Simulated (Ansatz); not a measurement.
**MoSi$_{2}$: a changed input and its effect**

System: MoSi$_{2}$ (Cm, 3 atoms in the cell).
Method of run A: DFT PBE, scalar-relativistic, plane waves, PAW, PAW set soft_1, no spin polarisation (Ansatz 0.2.0).

The structure derives from an entry of the Crystallography Open Database. Text and figures count atoms from 1; the logs count them from 0 in places.

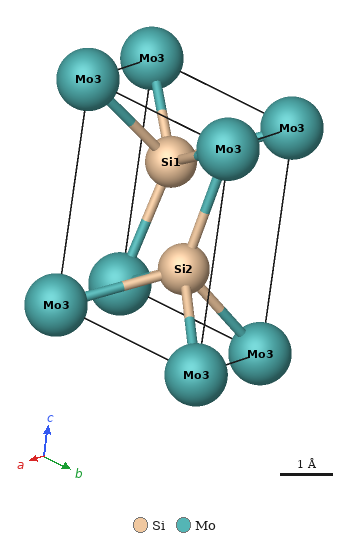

Figure 1. The structure (ball-and-stick view of the reduced cell, seen slightly off an axis; atoms are numbered from 1 in the order of the input). An atom can appear more than once, as a periodic image.

## Input file, run A
```yaml
crystal:
  lattice:
    - [-1.6084858705, 1.6084858705, 3.9366136217]
    - [1.6084858705, -1.6084858705, 3.9366136217]
    - [1.6084858705, 1.6084858705, -3.9366136217]
  atoms:
    - { symbol: Si, position: [0.3350971189, 0.2894019708, -0.0456951481] }
    - { symbol: Si, position: [0.6649028811, 0.64388933, -0.0210135511] }
    - { symbol: Mo, position: [0.0, 0.0195259387, 0.0195259387] }
basis:
  ecutwfc: 420
kpoints:
  mp_grid: { grid: [18, 18, 18] }
hamiltonian:
  xc: pbe
  pseudopotentials: { kind: paw, azcp: { folder: soft_1 } }
scf:
  occupations: { method: gaussian, width: 0.15 }
output:
  forces: true
  stress: true
  eigenvalues: true
```

Launched with:
```bash
ansatz run input.yaml --threads 2 --pin off --max-ram 4096MiB --backend cpu --events-out ev --progress --plain --runs-dir out
```

Hardware: 2 threads of Arm Neoverse V2, 24 GiB of memory available, shared host.

## Output, shortened to warnings, some set-up lines, iterations and results (run A)
```
Basis set: ecut = 420 eV, 793 PW (Γ), exchange–correlation on 64×64×64 points (8 copies of the dense FFT grid, shifted against one another)
Symmetry: 2 space group operations
k-points: 1550 of 5832 (time reversal used)
Initial density: superposition of atomic densities (chi_scale 0.1, normalization cell, long waves kept (reshape's long-wave potential 0.00 eV rms))
[...]
SCF iter   1: F=—  HF=-6230.223461 eV  |F-HF|=—  |Δ(HF+E_count)|=         —  Δρ=9.20e-2  dr2=5.23e0  ethr=3.10e-3  ⟨swp⟩=5.4  Hψ=134887  notcnv=0
SCF iter   2: F=—  HF=-6229.070929 eV  |F-HF|=—  |Δ(HF+E_count)|=    1.15e0  Δρ=3.12e-2  dr2=2.97e-1  ethr=3.10e-3  ⟨swp⟩=2.4  Hψ=58218  notcnv=0
SCF iter   3: F=—  HF=-6229.024515 eV  |F-HF|=—  |Δ(HF+E_count)|=   4.64e-2  Δρ=1.53e-2  dr2=7.25e-2  ethr=1.35e-3  ⟨swp⟩=2.6  Hψ=34876  notcnv=0
SCF iter   4: F=—  HF=-6229.011504 eV  |F-HF|=—  |Δ(HF+E_count)|=   1.30e-2  Δρ=2.53e-3  dr2=2.88e-3  ethr=3.30e-4  ⟨swp⟩=2.8  Hψ=35741  notcnv=0
SCF iter   5: F=—  HF=-6229.010817 eV  |F-HF|=—  |Δ(HF+E_count)|=   6.88e-4  Δρ=3.59e-4  dr2=9.49e-5  ethr=1.31e-5  ⟨swp⟩=2.9  Hψ=38425  notcnv=0
SCF iter   6: F=—  HF=-6229.010810 eV  |F-HF|=—  |Δ(HF+E_count)|=   6.63e-6  Δρ=3.46e-5  dr2=6.11e-7  ethr=4.32e-7  ⟨swp⟩=2.2  Hψ=30038  notcnv=0
SCF iter   7: F=-6229.010810 eV  HF=-6229.010810 eV  |F-HF|=3.56e-9  |Δ(HF+E_count)|=   1.21e-7  Δρ=6.02e-6  dr2=1.37e-8  ethr=4.55e-10  ⟨swp⟩=6.0  Hψ=113661  notcnv=0
SCF 1 converged in 7 iterations: F = -6229.010810 eV  dr2 = 1.37e-8
SCF converged after 7 iterations
Free energy (F): -6229.010810 eV
Harris-Foulkes:  -6229.010810 eV  (|F-HF|=3.56e-9)
Internal energy: -6229.007969 eV  (E = F + TS)
E sigma→0 (E₀):  -6229.009389 eV
Entropy (-TS):   -0.002841 eV (-0.947 meV/atom)
Fermi energy:    15.707316 eV
--- Per-component energies (eV) ---
  E_band       = -51.635580
  E_kinetic    = 511.644134
  E_local      = -1142.822489  (includes V_loc(G=0)·N_el)
  E_nonlocal   = 192.648683
  E_hartree    = 435.318154
  E_xc         = -293.090112
  E_vxc        = -320.667542  (∫ρ·V_xc dr)
  E_paw        = -4235.077098  (= ΣΔE_a)
  E_vpaw       = -163.073736  (= ΣTr[D̂ρ^β])
  E_aug_tail   = 0.000123  (compensation charges beyond the density's cutoff)
  E_ewald      = -1697.629365
  E_smearing   = -0.002841  (= −TS)
  E_closure    = 0.000000  (closes the sum)
  Σ components = -6229.010810   (vs F -6229.010810, Δ=0.00e0)
--- Forces (eV/Å), atoms counted from 1 ---
  atom   1  Si     1.21165691     0.00000000    -0.25125413
  atom   2  Si     0.37469974     0.00000000     0.04139741
  atom   3  Mo    -1.58635296     0.00000000     0.20985671
  max |Σ_I F_I| component: 3.69e-6 eV/Å
--- Stress (GPa, compression-positive) ---
        1.617796       0.000000      -0.497525
        0.000000       3.274872       0.000000
       -0.497524       0.000000       1.611960
  P = ⅓ Tr σ = 2.1682 GPa (21.682 kbar)
```

For run B the input was changed thus:
```diff
-    - { symbol: Si, position: [0.3350971189, 0.2894019708, -0.0456951481] }
-    - { symbol: Si, position: [0.6649028811, 0.64388933, -0.0210135511] }
+    - { symbol: Si, position: [0.3350971189, 0.264751459, -0.0703456599] }
+    - { symbol: Si, position: [0.6649028811, 0.6685398419, 0.0036369608] }
```

Predict how the results change.

With the same functional and potentials, run B lies 44.2 meV per atom higher. The pressure goes from 2.17 to 3.73 GPa. The largest force goes from 1.600 to 2.074 eV/Å. The number of SCF iterations is the same.

## Output, shortened to warnings, some set-up lines, iterations and results (run B)
```
Basis set: ecut = 420 eV, 793 PW (Γ), exchange–correlation on 64×64×64 points (8 copies of the dense FFT grid, shifted against one another)
Symmetry: 2 space group operations
k-points: 1550 of 5832 (time reversal used)
Initial density: superposition of atomic densities (chi_scale 0.1, normalization cell, long waves kept (reshape's long-wave potential 0.00 eV rms))
[...]
SCF iter   1: F=—  HF=-6230.098815 eV  |F-HF|=—  |Δ(HF+E_count)|=         —  Δρ=9.23e-2  dr2=5.27e0  ethr=3.10e-3  ⟨swp⟩=5.5  Hψ=135645  notcnv=0
SCF iter   2: F=—  HF=-6228.940503 eV  |F-HF|=—  |Δ(HF+E_count)|=    1.16e0  Δρ=3.13e-2  dr2=3.02e-1  ethr=3.10e-3  ⟨swp⟩=2.4  Hψ=58264  notcnv=0
SCF iter   3: F=—  HF=-6228.892632 eV  |F-HF|=—  |Δ(HF+E_count)|=   4.79e-2  Δρ=1.54e-2  dr2=7.46e-2  ethr=1.37e-3  ⟨swp⟩=2.6  Hψ=35068  notcnv=0
SCF iter   4: F=—  HF=-6228.878742 eV  |F-HF|=—  |Δ(HF+E_count)|=   1.39e-2  Δρ=2.48e-3  dr2=2.76e-3  ethr=3.39e-4  ⟨swp⟩=2.8  Hψ=35685  notcnv=0
SCF iter   5: F=—  HF=-6228.878082 eV  |F-HF|=—  |Δ(HF+E_count)|=   6.60e-4  Δρ=3.60e-4  dr2=9.70e-5  ethr=1.26e-5  ⟨swp⟩=2.9  Hψ=38457  notcnv=0
SCF iter   6: F=—  HF=-6228.878075 eV  |F-HF|=—  |Δ(HF+E_count)|=   6.56e-6  Δρ=3.60e-5  dr2=6.71e-7  ethr=4.41e-7  ⟨swp⟩=2.2  Hψ=29836  notcnv=0
SCF iter   7: F=-6228.878075 eV  HF=-6228.878075 eV  |F-HF|=7.18e-9  |Δ(HF+E_count)|=   1.22e-7  Δρ=6.74e-6  dr2=1.98e-8  ethr=4.55e-10  ⟨swp⟩=6.1  Hψ=114717  notcnv=0
SCF 1 converged in 7 iterations: F = -6228.878075 eV  dr2 = 1.98e-8
SCF converged after 7 iterations
Free energy (F): -6228.878075 eV
Harris-Foulkes:  -6228.878075 eV  (|F-HF|=7.18e-9)
Internal energy: -6228.875102 eV  (E = F + TS)
E sigma→0 (E₀):  -6228.876589 eV
Entropy (-TS):   -0.002973 eV (-0.991 meV/atom)
Fermi energy:    15.728803 eV
--- Per-component energies (eV) ---
  E_band       = -51.922478
  E_kinetic    = 512.076613
  E_local      = -1145.178647  (includes V_loc(G=0)·N_el)
  E_nonlocal   = 192.885716
  E_hartree    = 436.132610
  E_xc         = -293.223202
  E_vxc        = -320.832459  (∫ρ·V_xc dr)
  E_paw        = -4235.135965  (= ΣΔE_a)
  E_vpaw       = -163.136771  (= ΣTr[D̂ρ^β])
  E_aug_tail   = 0.000121  (compensation charges beyond the density's cutoff)
  E_ewald      = -1696.432347
  E_smearing   = -0.002973  (= −TS)
  E_closure    = -0.000000  (closes the sum)
  Σ components = -6228.878075   (vs F -6228.878075, Δ=0.00e0)
--- Forces (eV/Å), atoms counted from 1 ---
  atom   1  Si     2.04263467     0.00000000    -0.36198819
  atom   2  Si    -0.46818339     0.00000000    -0.26318080
  atom   3  Mo    -1.57445088     0.00000000     0.62516944
  max |Σ_I F_I| component: 4.50e-7 eV/Å
--- Stress (GPa, compression-positive) ---
        2.374005       0.000000      -1.484190
        0.000000       5.826215       0.000000
       -1.484189       0.000000       3.000395
  P = ⅓ Tr σ = 3.7335 GPa (37.335 kbar)
```

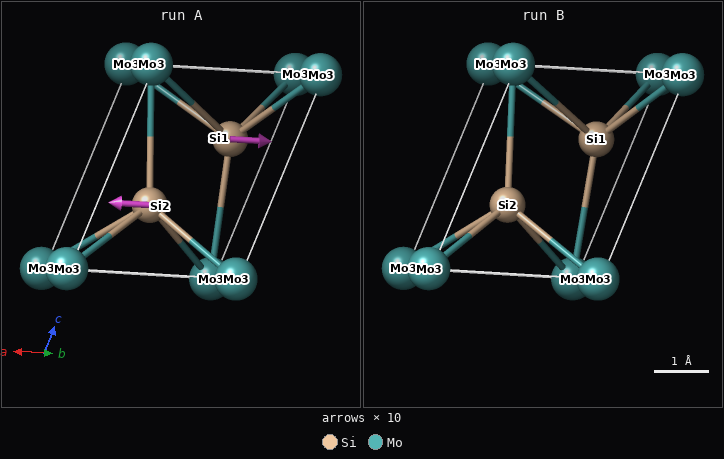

Figure 2. The two input geometries at one scale (ball-and-stick view of the reduced cell, seen at an oblique angle). The pink arrows on the first give the shifts of the atoms relative to the cell, magnified 10 times. The largest moves, 0.079 Å, are those of Si1 and Si2. Mo stays in place. The lattice vectors keep their values. Among the contacts that change: Si1–Si2 2.592 → 2.502 Å, Si1–Mo3 2.753 → 2.806 Å, Si2–Mo3 2.701 → 2.651 Å.

## The two runs side by side

| quantity | run A | run B |
| --- | --- | --- |
| outcome | converged | converged |
| free energy per atom (eV) | −2076.3369 | −2076.2927 |
| energy per atom, smearing taken to zero (eV) | −2076.3365 | −2076.2922 |
| gap on the mesh (eV) | 0.00 | 0.00 |
| pressure (GPa) | 2.17 | 3.73 |
| largest force (eV/Å) | 1.600 | 2.074 |
| SCF iterations | 7 | 7 |
| irreducible k-points | 1550 | 1550 |
| plane waves at Γ | 793 | 793 |
| wall time (shared host) | 39 s | 39 s |
